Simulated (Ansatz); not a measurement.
Take the following structure.

```cif
data_structure
_symmetry_space_group_name_H-M 'P 1'
_symmetry_Int_Tables_number 1
_cell_length_a 4.0986
_cell_length_b 4.0986
_cell_length_c 9.6642
_cell_angle_alpha 90.000
_cell_angle_beta 90.000
_cell_angle_gamma 120.000
_cell_volume 140.59
loop_
_atom_site_label
_atom_site_type_symbol
_atom_site_fract_x
_atom_site_fract_y
_atom_site_fract_z
_atom_site_occupancy
Al1 Al 0.00000 0.00000 0.55620 1
Al2 Al 0.00000 0.00000 0.04067 1
Al3 Al 0.33333 0.66667 0.73740 1
Al4 Al 0.33333 0.66667 0.22188 1
Al5 Al 0.66667 0.33333 0.89051 1
Al6 Al 0.66667 0.33333 0.37499 1
Cu1 Cu 0.33333 0.66667 0.99041 1
Cu2 Cu 0.33333 0.66667 0.47489 1
Cu3 Cu 0.66667 0.33333 0.63750 1
Cu4 Cu 0.66667 0.33333 0.12198 1
```

What does this file describe?

Formula: Al3Cu2. The structure has P3m1 (No. 156) symmetry and a primitive hexagonal lattice. In the cell are 6 Al, 4 Cu, which makes 2 formula units. Numbers of contacts at bonding distance: Al 6 to 11 (mean 8.3) and Cu 8. Not all metal-metal contacts are counted.

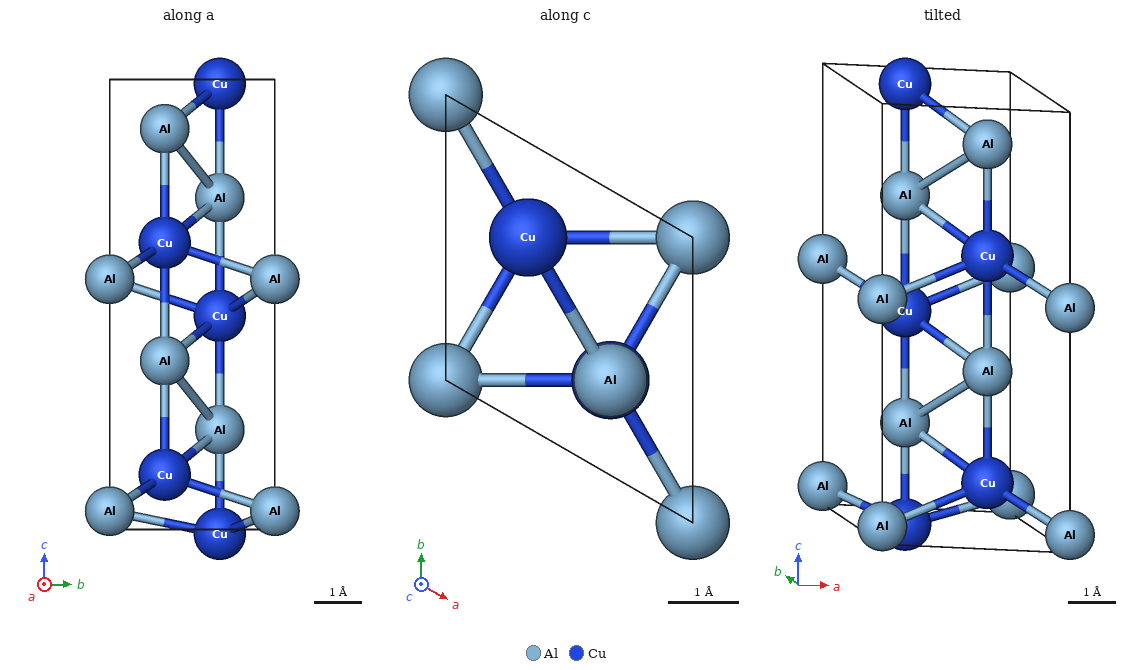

The crystal in a ball-and-stick representation, seen along the a axis, along the c axis and slightly off an axis. One conventional unit cell is framed, with atoms on its boundary repeated.

Source of the structure: a structure listed in the Materials Project. The cell was then strained or its atoms displaced on purpose. It was the input of a calculation with Ansatz.

At this level of theory the run's own cell isn't at rest (compressed, at 5 GPa and forces up to 2.1 eV/Å), so its distances can differ from those at equilibrium, the more so the softer the solid.
